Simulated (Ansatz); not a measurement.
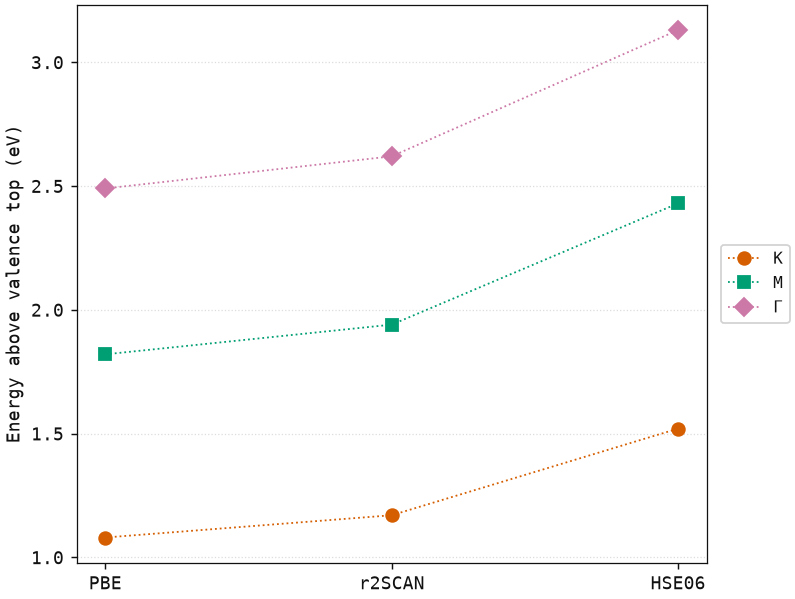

Lowest conduction level at each named k point, counted from the valence-band top at A, by several methods on one cell of WSe2, space group Amm2 (No. 38), 3 atoms in the primitive cell, relaxed with r2SCAN+rVV10, then under +4.3 % uniaxial x strain; a = 3.44 Å, b = 3.33 Å, c = 7.18 Å, α = 90.00°, β = 90.00°, γ = 121.06°. All runs are without spin-orbit coupling and carry no moments. Points keep the names that they have in the unstrained cell. The names follow the standardised cell of this lattice; in reduced coordinates of the cell that was run, K is (0.333, 0.333, 0), M is (0.5, 0, 0) and A is (0, 0, 0.5).

> Does HSE06 shift these levels rigidly from PBE?

The shifts are +0.44 eV at K, +0.61 eV at M and +0.64 eV at Γ, and at points that aren't plotted +0.64 eV (A), +0.44 eV (H) and +0.61 eV (L): over the named points that both runs hold, a spread of 0.20 eV on a mean of 0.56 eV, so one shift doesn't describe them.

> How do the methods rank at K?

From low to high: PBE 1.08, r2SCAN 1.17, HSE06 1.52 eV.

> Do the methods agree on which of these conduction levels is lowest?

Yes: all put it at K.

```csv
method,program,K (eV),M (eV),Γ (eV)
PBE,Ansatz,1.08,1.82,2.49
r2SCAN,Ansatz,1.17,1.94,2.62
HSE06,Ansatz,1.52,2.43,3.13
```

Settings. PBE: Ansatz PAW set, 12×12×4 k mesh, 420 eV cutoff, Fermi-Dirac smearing of 0.02 eV (Ansatz). r2SCAN: Ansatz PAW set, 12×12×4 k mesh, 500 eV cutoff, fixed occupations (Ansatz). HSE06: Ansatz PAW set, 6×6×4 k mesh, 420 eV cutoff, fixed occupations (Ansatz 0.2.0).

Spin-orbit coupling is left out, which matters for W and Se. LDA, GGA and most meta-GGA functionals understate gaps. r2SCAN and HSE06: the PAW data sets were made with another functional. HSE06: the k mesh is thin for exact exchange. The names follow the standardised cell of this lattice; in reduced coordinates of the cell that was run, A is (0, 0, 0.5), H is (0.333, 0.333, 0.5) and L is (0.5, 0, 0.5).
